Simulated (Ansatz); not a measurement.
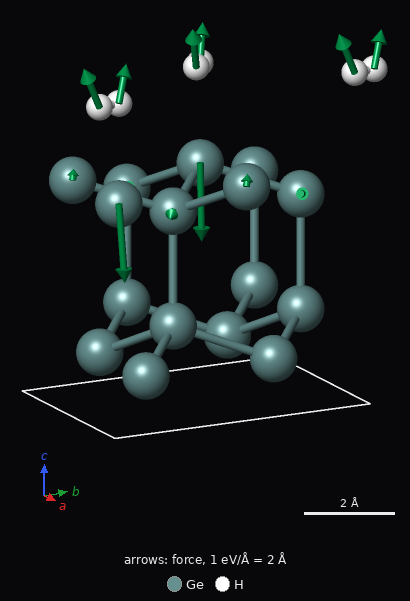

Starting geometry of a slab of composition Ge$_{4}$H (cut from the Fd-3m phase) with the computed forces as green arrows. A ball-and-stick model of the cell of the calculation, outlined in the plane, without the vacuum (origin shifted), seen slightly off an axis.

Case: 2 H2 a cell, flat, over a top Ge site. The slab is the (1 1 1) face of Ge with H2 on it. 8 atoms are held fixed.

The calculation used DFT PBE+D3(BJ), scalar-relativistic, plane waves, PAW in Ansatz 0.2.0.

The input:
```yaml
crystal:
  lattice:
    - [8.0601468099, 0.0, 0.0]
    - [-4.0300734049, 6.9802918956, 0.0]
    - [0.0, 0.0, 22.113176445]
  atoms:
    - { symbol: Ge, position: [0.6666666667, 0.3333333333, 0.3617752528] }
    - { symbol: Ge, position: [0.6666666667, 0.8333333333, 0.3617752528] }
    - { symbol: Ge, position: [0.1666666667, 0.3333333333, 0.3617752528] }
    - { symbol: Ge, position: [0.1666666667, 0.8333333333, 0.3617752528] }
    - { symbol: Ge, position: [0.5, 0.5, 0.3989763891] }
    - { symbol: Ge, position: [0.5, 0.0, 0.3989763891] }
    - { symbol: Ge, position: [0.0, 0.5, 0.3989763891] }
    - { symbol: Ge, position: [0.0, 0.0, 0.3989763891] }
    - { symbol: Ge, position: [0.0, 0.5, 0.5161938888] }
    - { symbol: Ge, position: [0.0, 0.0, 0.5161938888] }
    - { symbol: Ge, position: [0.5, 0.5, 0.5161938888] }
    - { symbol: Ge, position: [0.5, 0.0, 0.5161938888] }
    - { symbol: Ge, position: [0.8333333333, 0.6666666667, 0.5514194774] }
    - { symbol: Ge, position: [0.8333333333, 0.1666666667, 0.5514194774] }
    - { symbol: Ge, position: [0.3333333333, 0.6666666667, 0.5514194774] }
    - { symbol: Ge, position: [0.3333333333, 0.1666666667, 0.5514194774] }
    - { symbol: H, position: [0.8333333333, 0.6666666667, 0.6540732054] }
    - { symbol: H, position: [0.8513463042, 0.5839399838, 0.6540732054] }
    - { symbol: H, position: [1.3333333333, 1.1666666667, 0.6540732054] }
    - { symbol: H, position: [1.3999240356, 1.126937479, 0.6540732054] }
basis:
  ecutwfc: 420
kpoints:
  mp_grid: { grid: [3, 3, 1] }
hamiltonian:
  xc: pbe
  dispersion: d3bj
scf:
  occupations: { method: gaussian, width: 0.1 }
output:
  forces: true
  eigenvalues: true
  write_density: true
  write_potential: true
  elf: true
  volumetric_format: npy
relax:
  adjacent_minimum: "off"
  f_tol: 0.04
  max_steps: 100
  constraints: [{ sites: [0, 1, 2, 3, 4, 5, 6, 7] }]
efield:
  axis: 3
  dipole_correction: true
  ramp_width: 0.04
```

Run as
```bash
ansatz run input.yaml --threads 4 --pin off --max-ram 10240MiB --backend cpu --events-out ev --progress --plain --runs-dir out
```

> Is this structure relaxed? If not, where do the atoms go?

It isn't relaxed: the largest force vector, on Ge atoms, is 0.91 eV/Å. The final displacements follow the starting forces only in part (cosine between the two patterns 0.41). The largest moves, 1.43 Å, are those of H18 and H20. H20 goes at 13° to the normal (+c side). Largest moves by element: H 1.43 Å, Ge 0.07 Å. The cell stays as it was. Some distances before and after: Ge5–Ge11 2.592 → 2.599 Å. The energy falls by 0.709 eV per cell of the calculation in 14 accepted moves (21 points after the start). Largest force component: 0.91 eV/Å at the start, 0.021 eV/Å at the end. The line search rejected the trial steps at points 8, 14, 15, 16 of the run. 3 steps only repeated the SCF at the same geometry. The forces were under the threshold at step 6, but the run went on from there. The run took 10 min on 4 threads of Arm Neoverse V2, on a shared host, peak memory 3.4 GiB.

Limits of the set-up: the periodic images lie only 8.1 Å apart, so the values are limited by the cell's size.
